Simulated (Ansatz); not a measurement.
# Mo$_{13}$HS$_{26}$ (cell charge −1, with a compensating background) (cell with a defect): what the fields show

The calculation's input:

```
crystal:
  lattice:
    - [-6.3703533152, -1.8389626007, 7.4383293001]
    - [4.7777649864, -4.5974065017, 7.4383293001]
    - [1.5925883288, 6.4363691023, 7.4383293001]
  atoms:
    - { symbol: Mo, position: [0.6908674625, 0.2311886387, 0.0781229213] }
    - { symbol: Mo, position: [0.9997642026, 0.999490073, 1.0010389757] }
    - { symbol: Mo, position: [0.3841585453, 0.4617177437, 0.1561688568] }
    - { symbol: Mo, position: [0.7674217467, 0.9238394235, 0.3026882484] }
    - { symbol: Mo, position: [0.4621298319, 0.1537904683, 0.3868828711] }
    - { symbol: Mo, position: [0.8476180835, 0.6166436871, 0.5444848137] }
    - { symbol: Mo, position: [0.9231420207, 0.3072243161, 0.771810387] }
    - { symbol: Mo, position: [0.0759034084, 0.6930071819, 0.233618403] }
    - { symbol: Mo, position: [0.1539861083, 0.3851931398, 0.4645041045] }
    - { symbol: Mo, position: [0.539936844, 0.847506477, 0.6213327877] }
    - { symbol: Mo, position: [0.2312406251, 0.0772688596, 0.6949403404] }
    - { symbol: Mo, position: [0.6150023963, 0.5386285742, 0.8494723104] }
    - { symbol: Mo, position: [0.3067519744, 0.7693879082, 0.9261577459] }
    - { symbol: S, position: [0.0977899762, 0.6346774752, 0.4822771173] }
    - { symbol: S, position: [0.4038535333, 0.4033541393, 0.4053894407] }
    - { symbol: S, position: [0.7897630842, 0.8649662058, 0.5815879945] }
    - { symbol: S, position: [0.1725114662, 0.3265637221, 0.7141596974] }
    - { symbol: S, position: [0.8677891494, 0.5535544734, 0.7929904997] }
    - { symbol: S, position: [0.2485773809, 0.0189068495, 0.9448850614] }
    - { symbol: S, position: [0.3253658015, 0.7111176553, 0.1756854976] }
    - { symbol: S, position: [0.4798245265, 0.0982916386, 0.6366406642] }
    - { symbol: S, position: [0.5513586367, 0.7894313751, 0.8738688418] }
    - { symbol: S, position: [0.9408100872, 0.2483595871, 0.0213499045] }
    - { symbol: S, position: [0.6336408678, 0.4798087284, 0.0988520117] }
    - { symbol: S, position: [0.0164365379, 0.9424072868, 0.2510135762] }
    - { symbol: S, position: [0.7114582081, 0.1714018447, 0.3270975621] }
    - { symbol: S, position: [0.9547089492, 0.4953603562, 0.3450211677] }
    - { symbol: S, position: [0.2629094822, 0.2635119655, 0.2665514517] }
    - { symbol: S, position: [0.6496560019, 0.7266304898, 0.4227755165] }
    - { symbol: S, position: [0.0332135528, 0.186663617, 0.5730992415] }
    - { symbol: S, position: [0.7254274276, 0.4190246274, 0.6498407952] }
    - { symbol: S, position: [0.1103369093, 0.8792821823, 0.8003679993] }
    - { symbol: S, position: [0.1854883787, 0.571174018, 0.0355410854] }
    - { symbol: S, position: [0.3422450613, 0.9551802241, 0.4976622689] }
    - { symbol: S, position: [0.4179390332, 0.6496335902, 0.7267510608] }
    - { symbol: S, position: [0.7978459575, 0.1112710226, 0.8803813501] }
    - { symbol: S, position: [0.492750927, 0.3414111558, 0.9570398499] }
    - { symbol: S, position: [0.8783341332, 0.8006611456, 0.1112351865] }
    - { symbol: S, position: [0.5681570988, 0.0337055089, 0.1863536407] }
    - { symbol: H, position: [0.806352438, 0.8393146874, 0.7241384777] }
  host:
    lattice:
      - [1.5925883288, 0.9194813003, 7.4383293001]
      - [-1.5925883288, 0.9194813003, 7.4383293001]
      - [0.0, -1.8389626007, 7.4383293001]
    atoms:
      - { symbol: Mo, position: [0.9997777548, 0.9997777548, 0.9997777548] }
      - { symbol: S, position: [0.4031331146, 0.4031331146, 0.4031331146] }
      - { symbol: S, position: [0.2630901306, 0.2630901306, 0.2630901306] }
total_charge: -1
basis:
  ecutwfc: 420
  xc_grid: 2
kpoints:
  mp_grid: { grid: [2, 2, 2], shift: [0.5, 0.5, 0.5] }
hamiltonian:
  xc: pbe
scf:
  occupations: { method: gaussian, width: 0.01 }
output:
  forces: true
  stress: false
  eigenvalues: true
  charged_corrections:
    defect_position: [0.83894231, 0.83173077, 0.82932692]
    epsilon: [[12.8691, 0.0, 0.0], [0.0, 12.8691, 0.0], [0.0, 0.0, 3.2679]]
  write_density: true
  write_potential: true
  elf: true
  volumetric_format: npy
relax:
  adjacent_minimum: "off"
  f_tol: 0.025
  max_steps: 45
```

Run with:

```sh
ansatz run input.yaml --threads 4 --pin off --max-ram 10240MiB --backend cpu --events-out ev --progress --plain --runs-dir out
```

The fields are those of the run's last geometry, not of the input's.

Computed without spin polarisation.

Theory: DFT PBE, scalar-relativistic, plane waves, PAW in Ansatz 0.2.0.

Core electrons are frozen (PAW), and the valence fields are smoothed inside the atomic spheres.

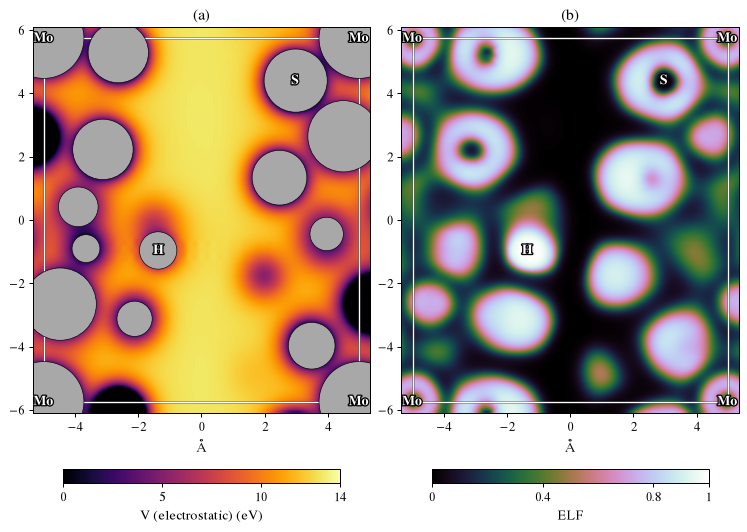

Figure 1. (a) electrostatic potential (local pseudopotential plus Hartree) felt by an electron; (b) ELF on the (101) plane of the calculation cell. Grey discs cover the atomic cores in the potential map.

Interpret the plot.

Atoms in the plane: Mo, S and H. Atoms just off the plane (Mo, 0.5 Å away and S, 0.3 Å away) can leave unmarked features too. Mo–S (2.41 Å): the ELF peaks at about 0.85 in the valence shell of S, 0.8 Å from its nucleus, and is about 0.45 at the midpoint. The features right at Mo lie inside the PAW spheres, where the map follows smoothed inner orbitals and isn't to be read closely. Outside the cores the potential energy rises away from the atoms and is highest about 2.3 Å from the nearest atoms; its zero is arbitrary.

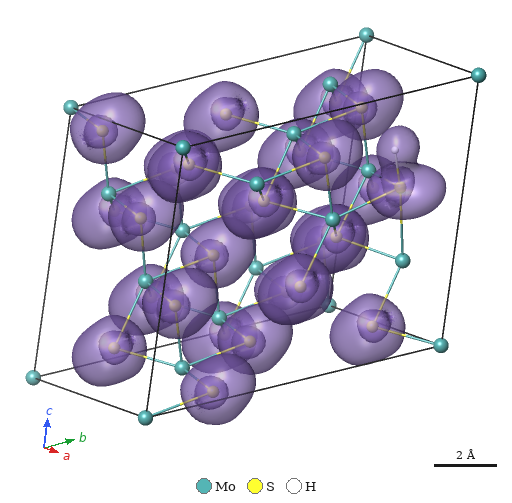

Figure 2. Isosurface of the ELF at 0.7 (purple), seen slightly off an axis. Core shells and regions of very low density are left out. Sticks mark near contacts.

What do the ELF domains correspond to?

The ELF exceeds this value in 25 regions wrapped around S (the valence shell of each) and one joined region spread over several atoms (H, S), in which their bonds and any lone pairs are merged, counted in one cell of 40 atoms. Any copies at cell faces, edges or corners count once. Along the contacts the grid gives the following. S–H (1.43 Å): the ELF climbs to about 1 towards the hydrogen, as it does in any bond to H; a covalent bond by its length. Mo–S (2.37 Å): the ELF peaks at about 0.85 in the valence shell of S, 0.8 Å from its nucleus, and is about 0.45 at the midpoint.

Does the calculation make it a metal, or give it a gap?

It is gapped, with a Kohn–Sham gap of 0.77 eV on the k-point mesh, an upper bound to the gap of this method.
